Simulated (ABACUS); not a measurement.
**Energy of CsPbCl3 along an even scaling of the cell**

System: CsPbCl3 (5 atoms in the cell).
Method: Kohn-Sham DFT of a periodic cell, PBE, PseudoDojo NC SR 0.4.1 PBE standard, no spin polarisation (ABACUS 3.10.1).

The 7 runs differ only in the geometry, by an even scaling of the cell at fixed fractional positions. The structure derives from an entry of the Crystallography Open Database.

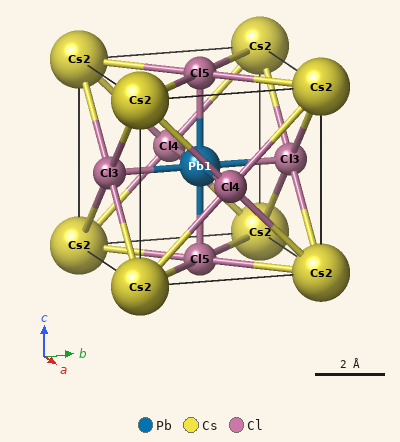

Figure 1. The structure of run 4 (ball-and-stick view of the cell of the calculation, seen slightly off an axis; atoms are numbered from 1 in the order of the input).

## The input of run 4
```
INPUT_PARAMETERS
suffix              CsPbCl3
calculation         scf
basis_type          pw
pseudo_dir          ./
symmetry            1
dft_functional      pbe
ecutwfc             63
pseudo_rcut         10
nspin               1
nbands              27
ks_solver           dav
smearing_method     fd
smearing_sigma      0.00367493
scf_thr             1e-08
scf_nmax            100
mixing_type         broyden
mixing_beta         0.7
cal_force           1
cal_stress          1
kpar                4
```

## File STRU of run 4
```
ATOMIC_SPECIES
Pb 207.2000 Pb.upf
Cs 132.9055 Cs.upf
Cl 35.4500 Cl.upf

LATTICE_CONSTANT
1.8897261246

LATTICE_VECTORS
5.6050000000 0.0000000000 0.0000000000
0.0000000000 5.6050000000 0.0000000000
0.0000000000 0.0000000000 5.6050000000

ATOMIC_POSITIONS
Direct

Pb
0.0
1
0.5000000000 0.5000000000 0.5000000000 1 1 1

Cs
0.0
1
0.0000000000 0.0000000000 0.0000000000 1 1 1

Cl
0.0
3
0.5000000000 0.0000000000 0.5000000000 1 1 1
0.0000000000 0.5000000000 0.5000000000 1 1 1
0.5000000000 0.5000000000 0.0000000000 1 1 1
```

## File KPT of run 4
```
K_POINTS
0
Gamma
5 5 5 0 0 0
```

Command:
```bash
OMP_NUM_THREADS=1 mpirun -np 4 abacus > log
```

Run 5 differs from it as follows:
```diff
-5.6050000000 0.0000000000 0.0000000000
-0.0000000000 5.6050000000 0.0000000000
-0.0000000000 0.0000000000 5.6050000000
+5.6421202871 0.0000000000 0.0000000000
+0.0000000000 5.6421202871 0.0000000000
+0.0000000000 0.0000000000 5.6421202871
```

## Results, with one run withheld

```csv
run,volume per atom (Å³),"free energy per atom, from the lowest run given (meV)",pressure (GPa),gap on the mesh (eV)
1,33.104,48.62,3.83,2.81
2,33.809,33.47,3.06,2.86
3,34.513,21.54,2.37,2.91
4,35.217,12.50,1.74,2.96
5,35.922,?,?,?
6,36.626,1.98,0.68,3.04
7,37.330,0.00,0.22,3.08
```

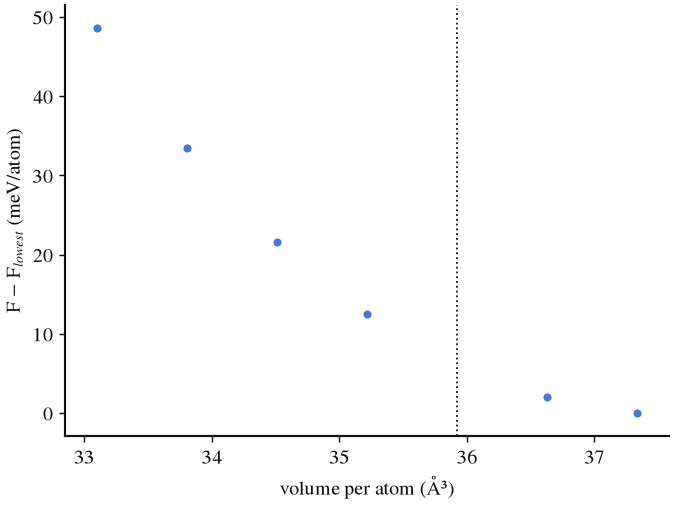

Figure 2. Free energy per atom of the runs given; the dotted line marks run 5.

Fit the runs given and predict run 5.

A cubic polynomial in V^(−2/3) (the Birch–Murnaghan form), fitted to the 6 runs given, misses them by under 0.01 meV per atom. With x = V^(−2/3) − 0.09337 Å⁻², it reads F = 14.402 + 6650.2 x + 7.6303e+05 x² + 1.99e+06 x³ (meV per atom). At run 5 it gives 6.06 meV per atom, and the run itself gives 6.07. The slope of the fit gives a pressure −dF/dV of 1.19 GPa there, and the run prints 1.18 GPa. The fit has no minimum inside this range. The gap on the mesh goes, without turning, from 2.81 eV in run 1 to 3.08 eV in run 7; run 5 has 3.00 eV. These are gaps of this functional on this mesh, which can miss the band edges; they aren't the measured gap.

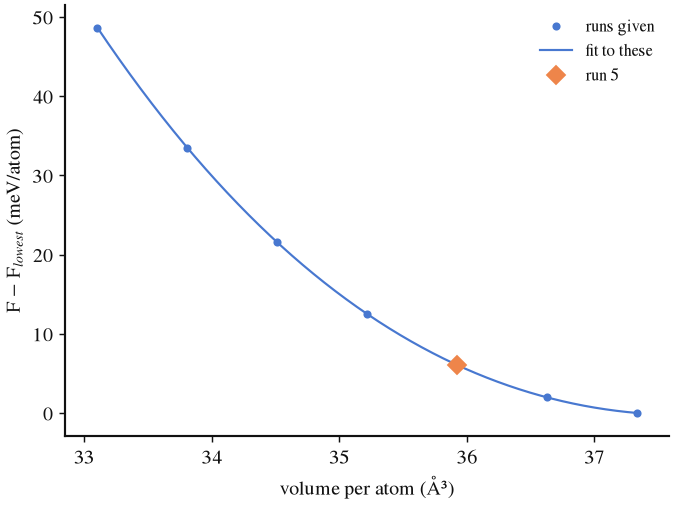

Figure 3. The fit and the withheld run.

## Some lines of the output (run 5)
```
[...]
                             Volume (A^3) = 179.608
 E_Fermi        0.3631072262         4.9403272609
 E_Fermi        0.3660792391         4.9807635714
 E_Fermi        0.3631536448         4.9409588186
 E_Fermi        0.3643632128         4.9574158363
 E_Fermi        0.3467131323         4.7172741709
 E_Fermi        0.3466910353         4.7169735259
 E_Fermi        0.3466850900         4.7168926360
 E_KS(sigma->0) -286.4715074329      -3897.6448157364
 E_Fermi        0.3466790390         4.7168103082
 final etot is -3897.6448157 eV
 EFERMI = 4.7168103082 eV
 TOTAL-PRESSURE: 11.809633 KBAR
 !FINAL_ETOT_IS -3897.6448157364334293 eV
```

Notes: Spin–orbit coupling is left out, which matters for Pb.
